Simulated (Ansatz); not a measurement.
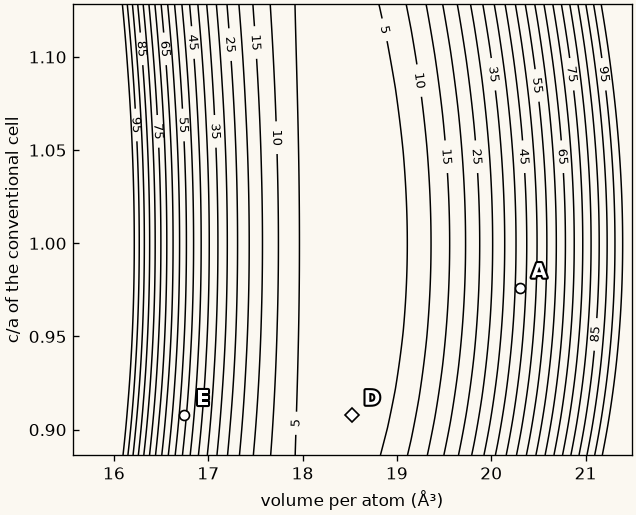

CO₂ (Pa-3, No. 205; 12 atoms in the cell). The energy is mapped over volume and the cell's shape. Coordinates scanned: (1) volume per atom; (2) c/a of the conventional cell. Nothing is relaxed (fractional coordinates fixed). Grid: 11 × 11 points. Points are written as (first, second). Energies are in meV/atom, from the lowest grid point. These are results of Ansatz 0.2.0, DFT PBE, scalar-relativistic, plane waves, PAW, not measurements. Settings: cutoff 520 eV, k-mesh 4×4×4, gaussian smearing 0.05 eV, no spin polarisation.

The picture shows contour lines labelled in meV/atom (none above 100), lettered points. Between grid points the surface is interpolated.

**Is A the lowest point of the computed grid?**

No. A lies 42 meV/atom above the lowest grid point, which is at (18.52 Å³, 1.000).

**What kind of point is each of A, E: minimum, saddle, maximum or slope?**

A: on a slope; E: on a slope. (In these two coordinates alone; a stationary point may lie a little off the grid point.)
